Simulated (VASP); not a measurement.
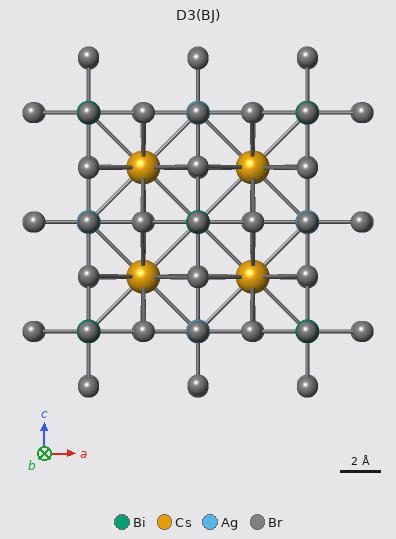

Crystalline Cs2AgBiBr6 (set up in Fm-3m), relaxed (cell and atoms) with several dispersion corrections. The picture shows the result with D3(BJ). A ball-and-stick model of the conventional cell (4 times the calculation's cell), seen along the b axis. Lengths and directions refer to the drawn axes.

Computed with VASP 6.6.1: PBEsol, VASP PAW PBE potentials, recommended. (plane-wave cutoff 600 eV; k-point mesh 3 × 3 × 3; occupations fermi-dirac; smearing width 0.05 eV; no spin polarisation)

```csv
dispersion correction,volume (Å³/atom),a (Å)
none,?,?
D3(BJ),33.530,11.028
D3,34.373,11.120
D4,34.185,11.099
```

Fill in the missing row.

Answer. With none the volume is the largest of the series, above D3 (34.373). The calculation gives 35.002 Å³/atom (a = 11.187 Å). In order of volume: D3(BJ) < D4 < D3 < none; the spread is 4.4 %.
